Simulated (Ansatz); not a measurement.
# Geometry relaxation, with input and output: C$_{8}$N (part 2 of 2)

Continued. System: C$_{8}$N (slab, 9 atoms in the cell). Method: DFT PBE+D3(BJ), scalar-relativistic, plane waves, PAW, no spin polarisation (Ansatz 0.2.0); cutoff 420 eV, 12×12×1 k-mesh, Gaussian smearing of 0.1 eV. The structure derives from a Materials Project entry. The input holds or restrains some coordinates. Forces given for the steps count only the free coordinates. It belongs to a series of runs on one base structure; here: N put at a bridge C-C site.

Geometry of the input (Å; fractional positions):
```
2.4655  0.0000  0.0000
-1.2328  2.1341  0.0000
0.0000  0.0000  29.1985
C  0.0833  0.1666  0.2911
C  0.4167  0.8334  0.2911
C  0.5833  0.1666  0.4075
C  0.9167  0.8334  0.4075
C  0.0833  0.1666  0.5240
C  0.4167  0.8334  0.5240
C  0.5833  0.1666  0.6404
C  0.9167  0.8334  0.6404
N  0.7500  1.0000  0.6849
```

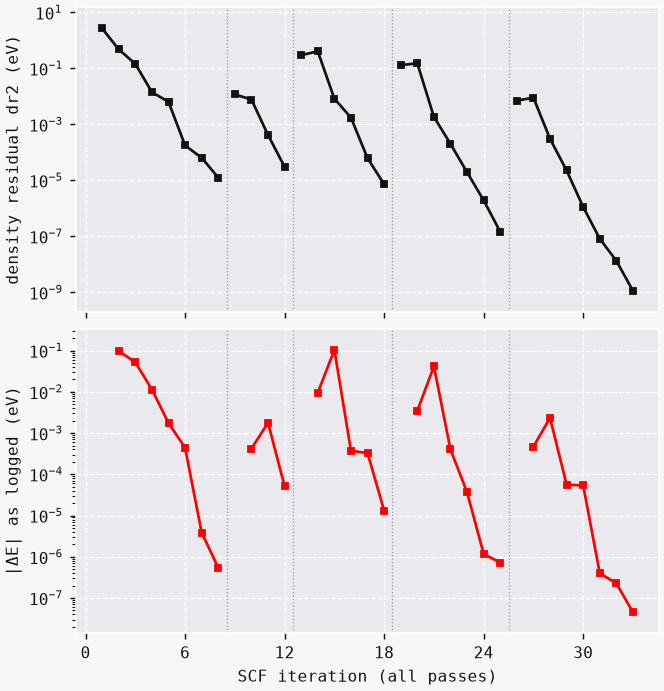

Figure 1. Convergence of the self-consistent field: density residual dr2 and size of the energy change against the SCF iteration. The dotted lines part the SCF passes of the relaxation: geometry steps, rejected trials and re-solves on a re-selected basis. The 5 passes take 4 to 8 iterations each, 33 in all.

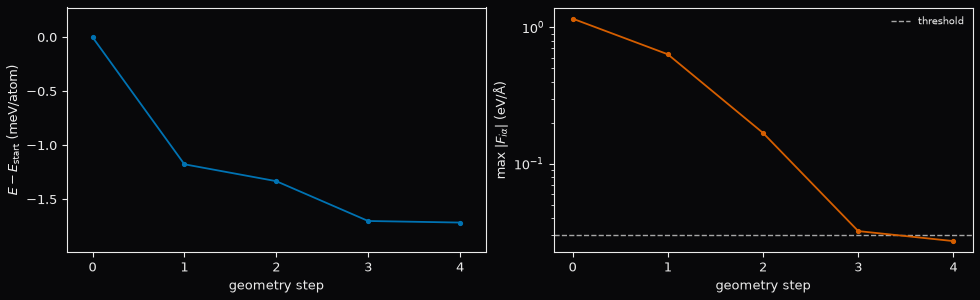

Figure 2. Progress of the restrained relaxation, step by step (the first geometry is step 0 here and step 1 in the log).

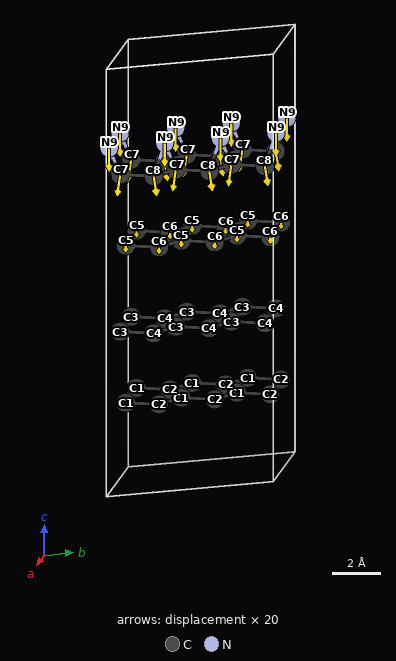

Figure 3. The starting structure with the displacements as yellow arrows, magnified 20 times (ball-and-stick view of the 2 × 3 repeat of the cell, with the vacuum cut short, seen slightly off an axis). The energy falls by 1.7 meV per atom in 4 geometry steps. The largest force component goes from 1.2 to 0.027 eV/Å. The atom that moves furthest is N9 (0.056 Å). Largest moves by element: N 0.056 Å, C 0.051 Å. The cell doesn't change. Distances before and after: C7–C8 1.423 → 1.401 Å, C7–N9 1.482 → 1.471 Å. (Atoms are counted from 1 in the order of the input.)

```
WARN: The output density's exchange-correlation potential varies sharply where the density is thin. Do not read a vacuum level from v_tot or v_xc, or from such a field of the output density. On a cell that repeats whose density bears no net charge and no dipole along the vacuum's axis use v_es (v_loc + v_h of the components); under efield.dipole_correction with no amplitude use v_es + v_field, which holds any external_charges[].barrier, or the levels of the report's work_function block, which leave it out; under a non-zero efield.amplitude the vacuum is tilted and has no level; on a cell that repeats and bears such a dipole with no correction it is tilted too, and efield.dipole_correction with no amplitude gives each side of its ramp a level where efield: is served; in a cell that repeats whose density bears a net charge (total_charge, or a fill off its count) it is curved and has none; of a slab under crystal.periodic whose density bears no net charge use v_es, which has a level on each side, short of where the two are joined; of another it falls or rises all the way out and has none; of a slab beside external_charges read slab_vacuum_level instead, which it has where they leave it neutral. The grid or the basis barely resolves most such structure, and the values can differ between equally converged runs; as a rule a tighter scf.convergence.dr2_threshold does not remove it. Where the density itself ripples (under the LDA too) a higher basis.ecutwfc lessens it. The files hold the spikes' plane waves up to the density's cutoff. Files: v_tot_of_output_density and the like, and their columns of v_z.tsv (output.write_potential); v_xc_of_output_density and the like, and their columns of v_comp_z.tsv (output.write_potential_components). Measured: with its Gaussian average of σ = 0.25 Å subtracted twice, the exchange-correlation potential is over 0.1 eV at 48 of the grid points where the equally averaged density (valence and model cores) is under 1e-3 e/Å³, and 0.157 eV at the most among them, at an averaged density of 4.6e-8 e/Å³. The input density's (outcome.potential() and, of a run that writes arrays, v_tot and v_xc) is over 0.1 eV, so measured, at 58 points of its own thin density, 0.127 eV at the most. See output.write_potential in the manual, Limitations
SCF converged after 8 iterations
Free energy (F): -2388.167715 eV
Harris-Foulkes:  -2388.167715 eV  (|F-HF|=1.86e-8)
Internal energy: -2388.161913 eV  (E = F + TS)
E sigma→0 (E₀):  -2388.164814 eV
Entropy (-TS):   -0.005802 eV (-0.645 meV/atom)
Fermi energy:    0.391515 eV
Dipole field:    D = -0.130020 V/Å  (p = -0.110394 e·Å, saw-weighted, corrected)
Work function:   Φ+ = 8.0733 eV   Φ− = 4.2769 eV
Levels:          The Fermi level and band energies are counted from a zero that moves with the ramp; work functions are not
--- Per-component energies (eV) ---
  E_band       = -320.278575
  E_kinetic    = 864.480314
  E_local      = -31242.373098  (includes V_loc(G=0)·N_el)
  E_nonlocal   = 266.822217
  E_hartree    = 15208.526934
  E_xc         = -445.758461
  E_vxc        = -554.033451  (∫ρ·V_xc dr)
  E_paw        = -921.608265  (= ΣΔE_a)
  E_vpaw       = -73.170462  (= ΣTr[D̂ρ^β])
  E_aug_tail   = 0.000143  (compensation charges beyond the density's cutoff)
  E_efield     = 0.007177  (sawtooth field / dipole correction)
  E_vefield    = 0.940987  (∫n·V_field dr)
  E_ewald      = 13882.956660
  E_disp       = -1.215534  (pairwise vdW)
  E_smearing   = -0.005802  (= −TS)
  E_closure    = -0.000000  (closes the sum)
  Σ components = -2388.167715   (vs F -2388.167715, Δ=0.00e0)
--- Forces (eV/Å), atoms counted from 1 ---
  atom   1  C      0.00304070    -0.00268155     0.00010138
  atom   2  C     -0.00304070     0.00268155     0.00010138
  atom   3  C      0.00221082     0.00275820    -0.00057065
  atom   4  C     -0.00221082    -0.00275820    -0.00057065
  atom   5  C      0.00186704     0.00165986    -0.00013955
  atom   6  C     -0.00186704    -0.00165986    -0.00013955
  atom   7  C     -0.02709434     0.01414137    -0.00851860
  atom   8  C      0.02709434    -0.01414137    -0.00851860
  atom   9  N      0.00000000     0.00000000     0.01825149
  max |Σ_I F_I| component: 3.37e-6 eV/Å
--- Band table (eV; the first three rows and the last of 74) ---
  k-point 0: bands = ["-22.8258", "-19.2444", "-19.1482", "-19.0425", "-13.5796", "-7.8800", "-7.2802", "-6.5834", "-5.7214", "-3.9130", "-2.8466", "-2.6796", "-2.6714", "-2.6493", "-2.6402", "-2.6331", "-2.6304", "-0.0449", "1.4173", "3.9593", "4.8454", "5.4478", "6.2702", "7.4444", "8.0955", "8.6706", "8.7078", "8.7165"]
  k-point 1: bands = ["-22.6719", "-19.0793", "-18.9841", "-18.8793", "-13.4455", "-7.6806", "-7.0845", "-6.3931", "-5.8787", "-4.1849", "-3.4849", "-3.3293", "-3.2940", "-3.2799", "-3.0150", "-2.9894", "-2.9722", "-0.0226", "1.4386", "4.1797", "5.0115", "5.6600", "6.4436", "7.6430", "8.2987", "8.7633", "8.7930", "8.8137"]
  k-point 2: bands = ["-22.2170", "-18.5858", "-18.4933", "-18.3915", "-13.0710", "-7.0877", "-6.8451", "-6.5030", "-5.8232", "-4.9752", "-4.9381", "-4.9259", "-4.9124", "-4.0107", "-3.8126", "-3.7858", "-3.7666", "-0.2957", "1.1417", "4.8391", "5.5022", "6.2975", "6.9773", "8.2205", "8.6350", "8.7305", "8.7947", "8.9708"]
  k-point 73: bands = ["-18.6738", "-15.0576", "-13.9271", "-13.8959", "-13.8823", "-12.8885", "-12.8525", "-12.8432", "-8.3740", "-7.1561", "-6.1296", "-6.0627", "-6.0313", "-6.0226", "-2.1001", "-2.0358", "-1.9847", "-1.1507", "1.9837", "2.1317", "2.1376", "2.4582", "4.2877", "6.5830", "7.7462", "7.7809", "7.7963", "11.3515"]
--- Relaxed structure (5 steps of the walk, 5 accepted, 0 SCFs on fresh bases) ---
  F+E_penalty+E_count = -2388.16771453 eV   max|allowed force component| = 2.709e-2 eV/Å
  atoms:
    - { symbol: C, position: [0.08331017934999999, 0.16662035869999997, 0.29111067469999996] }
    - { symbol: C, position: [0.41668982064999993, 0.8333796412999999, 0.29111067469999996] }
    - { symbol: C, position: [0.5833101794, 0.16662035869999997, 0.40753895739999996] }
    - { symbol: C, position: [0.9166898205999999, 0.8333796412999999, 0.40753895739999996] }
    - { symbol: C, position: [0.08341935070832558, 0.16672427559387096, 0.5233517448089676] }
    - { symbol: C, position: [0.4165806492916743, 0.8332757244061288, 0.5233517448089676] }
    - { symbol: C, position: [0.5859059855426288, 0.16399135946861723, 0.6386940085993478] }
    - { symbol: C, position: [0.9140940144573713, 0.8360086405313827, 0.6386940085993478] }
    - { symbol: N, position: [0.75, 0.9999999999999999, 0.6830008559566876] }
```

Trajectory as extended XYZ (Å, eV, eV/Å), 5 frames, from step=1 to step=5:
```
9
Lattice="2.4655 0.0000 0.0000 -1.2328 2.1341 0.0000 0.0000 0.0000 29.1985" Properties=species:S:1:pos:R:3:forces:R:3 step=1 energy=-2388.15228
C     0.0000    0.3556    8.5000    0.0026  -0.0033   0.0000
C     0.0000    1.7786    8.5000   -0.0026   0.0033   0.0000
C     1.2328    0.3556   11.8995    0.0019   0.0036   0.0024
C     1.2328    1.7786   11.8995   -0.0019  -0.0036   0.0024
C     0.0000    0.3556   15.2990    0.0158   0.0231   0.0009
C     0.0000    1.7786   15.2990   -0.0158  -0.0231   0.0009
C     1.2328    0.3556   18.6985    1.1583  -0.6753   0.0820
C     1.2328    1.7786   18.6985   -1.1583   0.6753   0.0820
N     0.6164    2.1341   19.9985    0.0000   0.0000  -0.1700
9
Lattice="2.4655 0.0000 0.0000 -1.2328 2.1341 0.0000 0.0000 0.0000 29.1985" Properties=species:S:1:pos:R:3:forces:R:3 step=2 energy=-2388.16286
C     0.0000    0.3556    8.5000    0.0028  -0.0035   0.0006
C     0.0000    1.7786    8.5000   -0.0028   0.0035   0.0006
C     1.2328    0.3556   11.8995    0.0021   0.0045   0.0071
C     1.2328    1.7786   11.8995   -0.0021  -0.0045   0.0071
C     0.0001    0.3557   15.3076    0.0105   0.0144  -0.0058
C    -0.0001    1.7785   15.3076   -0.0105  -0.0144  -0.0058
C     1.2371    0.3530   18.6786    0.6344  -0.3698   0.0786
C     1.2284    1.7811   18.6786   -0.6344   0.3698   0.0786
N     0.6164    2.1341   19.9785    0.0000   0.0000  -0.1603
9
Lattice="2.4655 0.0000 0.0000 -1.2328 2.1341 0.0000 0.0000 0.0000 29.1985" Properties=species:S:1:pos:R:3:forces:R:3 step=3 energy=-2388.16427
C     0.0000    0.3556    8.5000    0.0025  -0.0042   0.0001
C     0.0000    1.7786    8.5000   -0.0025   0.0042   0.0001
C     1.2328    0.3556   11.8995    0.0018   0.0029  -0.0205
C     1.2328    1.7786   11.8995   -0.0018  -0.0029  -0.0205
C     0.0002    0.3559   15.1859   -0.0105  -0.0067   0.0326
C    -0.0002    1.7783   15.1859    0.0105   0.0067   0.0326
C     1.2435    0.3493   18.6518   -0.1682   0.0981   0.0264
C     1.2220    1.7848   18.6518    0.1682  -0.0981   0.0264
N     0.6164    2.1341   19.9490    0.0000   0.0000  -0.0770
9
Lattice="2.4655 0.0000 0.0000 -1.2328 2.1341 0.0000 0.0000 0.0000 29.1985" Properties=species:S:1:pos:R:3:forces:R:3 step=4 energy=-2388.16758
C     0.0000    0.3556    8.5000    0.0028  -0.0031   0.0002
C     0.0000    1.7786    8.5000   -0.0028   0.0031   0.0002
C     1.2328    0.3556   11.8995    0.0021   0.0030  -0.0033
C     1.2328    1.7786   11.8995   -0.0021  -0.0030  -0.0033
C     0.0001    0.3558   15.2647    0.0029   0.0034   0.0064
C    -0.0001    1.7784   15.2647   -0.0029  -0.0034   0.0064
C     1.2422    0.3501   18.6573   -0.0023  -0.0022  -0.0192
C     1.2233    1.7840   18.6573    0.0023   0.0022  -0.0192
N     0.6164    2.1341   19.9504    0.0000   0.0000   0.0321
9
Lattice="2.4655 0.0000 0.0000 -1.2328 2.1341 0.0000 0.0000 0.0000 29.1985" Properties=species:S:1:pos:R:3:forces:R:3 step=5 energy=-2388.16772
C     0.0000    0.3556    8.5000    0.0030  -0.0027   0.0001
C     0.0000    1.7786    8.5000   -0.0030   0.0027   0.0001
C     1.2328    0.3556   11.8995    0.0022   0.0028  -0.0006
C     1.2328    1.7786   11.8995   -0.0022  -0.0028  -0.0006
C     0.0001    0.3558   15.2811    0.0019   0.0017  -0.0001
C    -0.0001    1.7783   15.2811   -0.0019  -0.0017  -0.0001
C     1.2424    0.3500   18.6489   -0.0271   0.0141  -0.0085
C     1.2231    1.7842   18.6489    0.0271  -0.0141  -0.0085
N     0.6164    2.1341   19.9426    0.0000   0.0000   0.0183
```

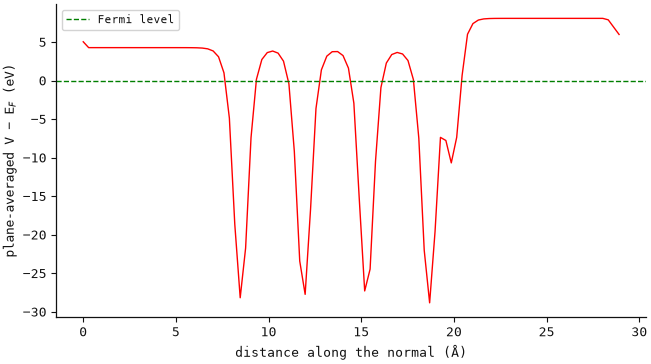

Figure 4. Plane average of the electrostatic potential energy of an electron across the cell, from the Fermi level. The vacuum level lies 8.07 eV above the Fermi level on the upper side and 4.28 eV on the lower.

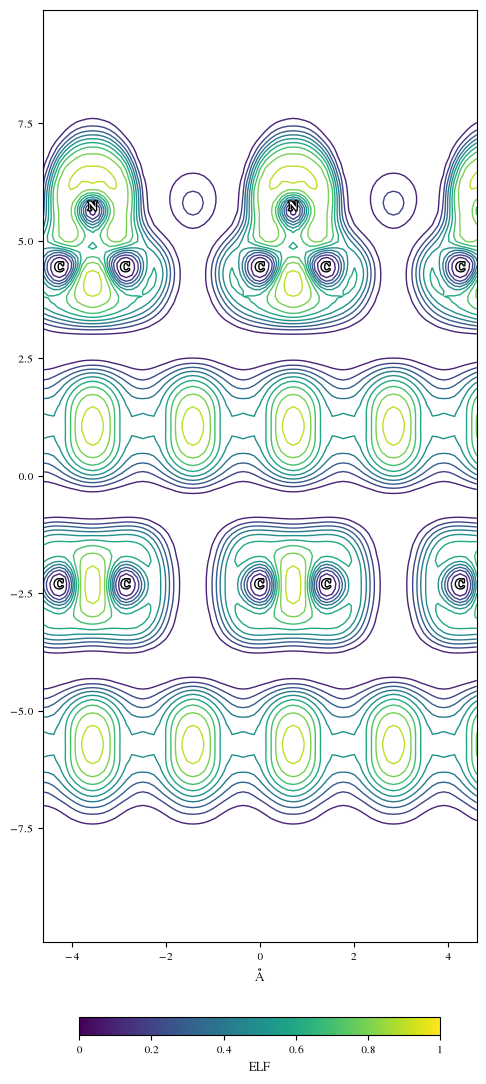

Figure 5. ELF on the (110) plane of the calculation cell, a cut from vacuum to vacuum. The section cuts through C and N sites. In a PAW calculation such maps are meaningful between the atoms, not at the nuclei.

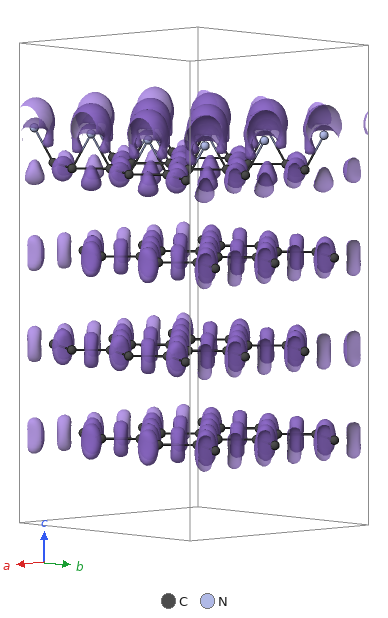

Figure 6. Isosurface of the ELF at 0.8 (purple), seen at an oblique angle. Core shells and regions of very low density are left out. Sticks mark near contacts. Values along the shortest contacts: C–C (1.40 Å): the ELF peaks at about 0.90 between the atoms (localised, shared-pair bonding). C–N (1.47 Å): the ELF peaks at about 0.80 between the atoms (a covalent bond).

Results in brief:

| quantity | value |
| --- | --- |
| outcome | converged under the restraints of the input |
| electrons treated | 37 |
| free energy | −2388.1677 eV |
| work function, top face | 8.07 eV |
| work function, bottom face | 4.28 eV |
| Fermi energy | 0.392 eV |
| gap on the k-point mesh | none (metallic) |
| final volume | 153.64 Å³ |
| work function (upper face) | 8.07 eV |
| largest force (length of the vector) at the end, held atoms and coordinates included | 0.032 eV/Å |
| wall time | 3.1 min (CPU time 6.1 min) |
| peak memory | 0.59 GiB |

Remarks:

The program warns: the exchange-correlation potential is rough where the density is thin. The cell holds an odd number of electrons but the run has no spin polarisation, so a band is left half filled.
